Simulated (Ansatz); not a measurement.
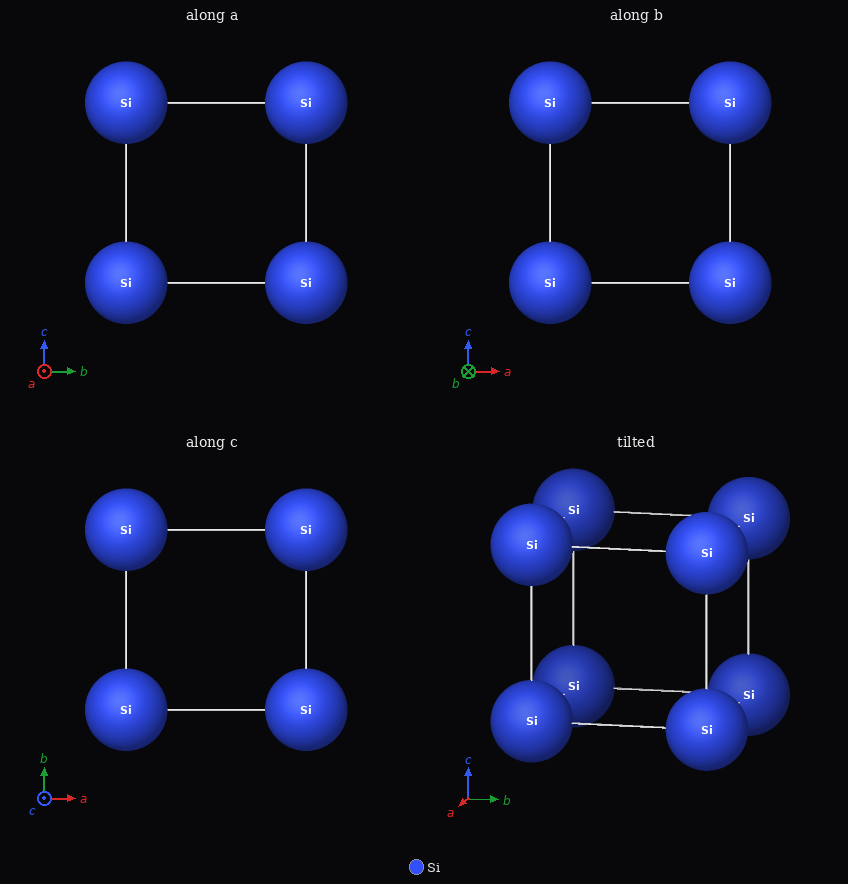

Shown here is a spheres-only view of the crystal, taken along the a axis, along the b axis, along the c axis and slightly off an axis. The parallelepiped is the conventional unit cell.

Lattice parameters: a = 2.532 Å, b = 2.532 Å, c = 2.532 Å, α = 90.00°, β = 90.00°, γ = 90.00°. Put a along x and b in the xy plane.

### Turn the picture into a POSCAR file.

```
Si
1.0
     2.532    0.000    0.000
     0.000    2.532    0.000
     0.000    0.000    2.532
Si
1
Direct
  0.0000 0.0000 0.0000
```

The structure was taken from a textbook structure type filled with this element (whether it is the usual form wasn't checked). Relaxation method: DFT PBE, scalar-relativistic, plane waves, PAW (Ansatz).
